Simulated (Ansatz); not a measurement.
Input

```
crystal:
  lattice:
    - [2.5221, 0.0, 0.0]
    - [-1.26105, 2.1842026709, 0.0]
    - [0.0, 0.0, 4.1186]
  atoms:
    - { symbol: C, position: [0.6666666667, 0.3333333333, 0.9375] }
    - { symbol: C, position: [0.3333333333, 0.6666666667, 0.4375] }
    - { symbol: C, position: [0.6666666667, 0.3333333333, 0.5625] }
    - { symbol: C, position: [0.3333333333, 0.6666666667, 0.0625] }
hamiltonian:
  xc: lda
  pseudopotentials: { kind: paw }
kpoints:
  mp_grid: { grid: [12, 12, 7] }
  band_path:
    path:
      - [[0.0, 0.0, 0.0], [0.5, 0.0, 0.0], [0.3333333333, 0.3333333333, 0.0], [0.0, 0.0, 0.0], [0.0, 0.0, 0.5], [0.5, 0.0, 0.5], [0.3333333333, 0.3333333333, 0.5], [0.0, 0.0, 0.5]]
      - [[0.5, 0.0, 0.5], [0.5, 0.0, 0.0]]
      - [[0.3333333333, 0.3333333333, 0.0], [0.3333333333, 0.3333333333, 0.5]]
    npoints: 14
scf:
  occupations: { method: fermi_dirac, width: 0.05 }
  n_extra_bands: 10
output:
  forces: true
  stress: true
  eigenvalues: true
  fatbands: false
  write_density: true
  write_potential: true
  elf: true
  volumetric_format: npy
```

Run with:

```sh
ansatz run input.yaml --threads 2 --pin off --max-ram 5632MiB --backend cpu --events-out ev --progress --plain --runs-dir out
```

Below, planes, directions and counts refer to the conventional cell (a = 2.52 Å, b = 2.52 Å, c = 4.12 Å, α = 90.00°, β = 90.00°, γ = 120.00°).

Space group P6₃/mmc; computed pressure about −12 GPa in this cell.

Method: Kohn-Sham DFT of a periodic cell, LDA, Ansatz PAW (Ansatz 0.2.0).

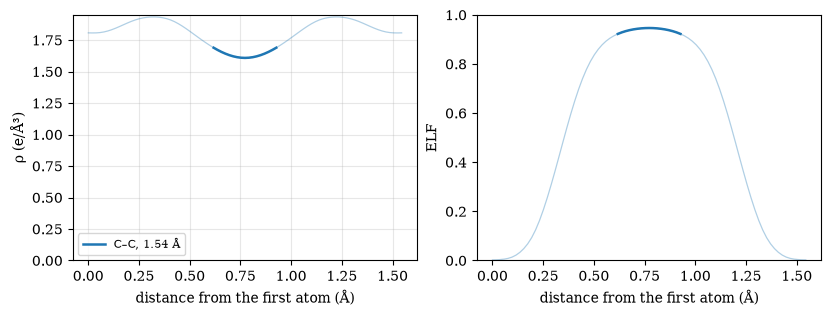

C. Valence pseudo-density and ELF along straight lines between neighbouring atoms. Thin, pale parts lie inside the atomic spheres.

In a PAW calculation such maps are meaningful between the atoms, not at the nuclei.

What can be read from the curves?

C–C (1.54 Å): ρ at the midpoint is about 1.6 e/Å³; the ELF peaks at about 0.95 between the atoms; a covalent bond.
